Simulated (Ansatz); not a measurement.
Here is a crystal structure:

```cif
data_structure
_symmetry_space_group_name_H-M 'P 1'
_symmetry_Int_Tables_number 1
_cell_length_a 3.7076
_cell_length_b 4.0578
_cell_length_c 2.1302
_cell_angle_alpha 90.000
_cell_angle_beta 90.000
_cell_angle_gamma 90.000
_cell_volume 32.05
loop_
_atom_site_label
_atom_site_type_symbol
_atom_site_fract_x
_atom_site_fract_y
_atom_site_fract_z
_atom_site_occupancy
C1 C 0.00000 0.75000 0.02293 1
C2 C 0.00000 0.25000 0.97707 1
C3 C 0.50000 0.25000 0.52293 1
C4 C 0.50000 0.75000 0.47707 1
```

> Before looking at a picture, describe the arrangement of atoms.

The element is carbon. The symmetry is that of Imma (No. 74), on a body-centred orthorhombic lattice. The cell holds four atoms. Around each C lie eight C at 2.03 to 2.19 Å. The bonds build a three-dimensional framework.

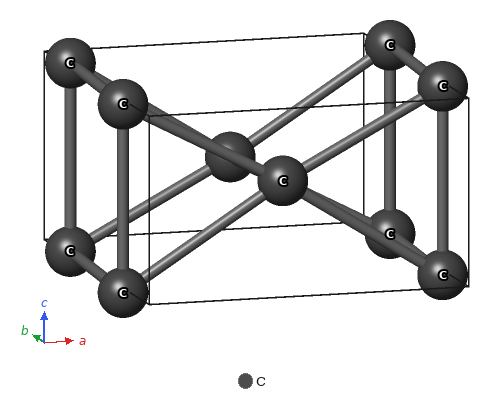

We look at a ball-and-stick model of the crystal slightly off an axis. The lines enclose the conventional unit cell; boundary atoms appear with their images.

The cell started as a structure listed in the Materials Project, with elements exchanged, so it need not be a known form of the compound. The cell was then strained or its atoms displaced on purpose. An electronic-structure calculation with Ansatz was run on it.

At this level of theory the cell isn't at rest (stretched, at -46 GPa and forces up to 0.6 eV/Å), so its distances can differ from those at equilibrium, the more so the softer the solid.
